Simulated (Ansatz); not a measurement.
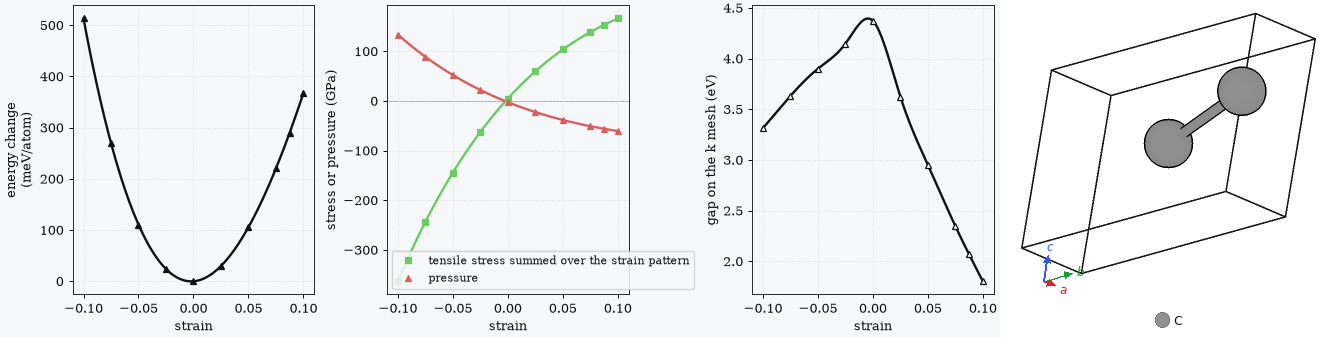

The picture above shows the energy change, tensile stress summed over the strain pattern, pressure and gap on the k mesh against strain for C, space group Fd-3m (No. 227). The cell is drawn beside the plot.

Starting cell:
```
CELL_PARAMETERS angstrom
0.00000 1.78340 1.78340
1.78340 0.00000 1.78340
1.78340 1.78340 0.00000
ATOMIC_POSITIONS crystal
C 0.50000 0.50000 0.50000
C 0.75000 0.75000 0.75000
```

Computed with Ansatz 0.2.0: homogeneous strain of a crystal along one Voigt pattern with engineering shear, fractional coordinates fixed, by plane-wave density functional theory with PAW datasets, free energies less that of the undisturbed cell, pressure positive in compression; scalar-relativistic. Level: r2SCAN, no spin polarisation.

- wave cutoff: 500 eV
- k mesh: 12×12×12
- occupations: Gaussian
- smearing width: 0.05 eV
- k shift: (0, 0, 0) (mesh steps)
- start: as given
- strain pattern: (1, 1, 0, 0, 0, 0) (xx yy zz yz xz xy with engineering shear)

**Is the given structure stable along this path?**

Yes: the energy rises on both sides of the starting structure, which is therefore a minimum along this path.

**How does the tensile stress summed over the strain pattern vary with strain?**

It rises from −363 GPa at strain −0.1000 to 166 GPa at 0.1000, and changes sign near −0.002.

Limits of the calculation: reference crystal is not relaxed.

The computed values:

| strain | energy change (meV/atom) | tensile stress summed over the strain pattern (GPa) | pressure (GPa) | gap on the k mesh (eV) |
| --- | --- | --- | --- | --- |
| −0.1000 | 513 | −363 | 134 | 3.314 |
| −0.0750 | 270 | −243 | 89 | 3.632 |
| −0.0500 | 111 | −144 | 52 | 3.900 |
| −0.0250 | 24 | −62 | 22 | 4.147 |
| 0.0000 | 0 | 5 | −2 | 4.372 |
| 0.0250 | 30 | 60 | −22 | 3.624 |
| 0.0500 | 106 | 104 | −38 | 2.951 |
| 0.0750 | 220 | 139 | −51 | 2.347 |
| 0.0875 | 290 | 153 | −56 | 2.068 |
| 0.1000 | 368 | 166 | −61 | 1.803 |
